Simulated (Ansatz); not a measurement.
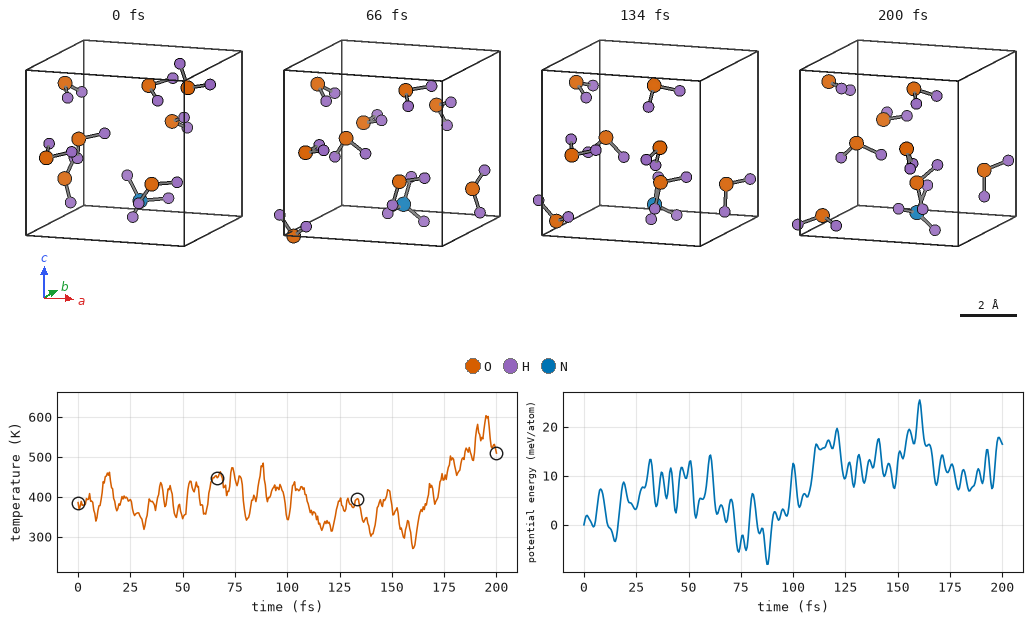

A Born-Oppenheimer molecular dynamics run of a periodic cell with 8 H2O + 1 NH3 at 1.199 g/cm³, 200 fs long. It starts from the last geometry of an earlier run, with fresh velocities. Frames and the history of the run. A ball-and-stick model of the simulation cell, seen slightly off an axis. Atoms that leave the cell re-enter on the other side.

The calculation used DFT PBE-D3(BJ), scalar-relativistic, plane waves, PAW (Ansatz 0.2.0). Set-up: plane-wave cutoff 420 eV; k-point mesh 1 × 1 × 1; Fermi-Dirac smearing 0.02 eV; Langevin thermostat (NVT); set temperature 400 K; time step 0.5 fs; friction 0.01 per fs.

**What do the frames and curves show?**

In the second half of the run the atoms are, in the root-mean-square, this far from where they began (common drift taken out): H 0.67 Å, O 0.66 Å, N 0.46 Å. The heavy atoms stay within a fraction of a molecule's size of their starting places; so short a run doesn't tell a liquid from a solid. The mean temperature in the second half is 404 K (standard deviation 76 K). The potential energy in the second half lies on average 12.6 meV per atom above the first frame.

Limits of the set-up: the periodic images lie only 6.1 Å apart, so the values are limited by the cell's size.

Cost: 7.3 min on 1 thread of Arm Neoverse V2 (shared host), peak memory 0.34 GiB.
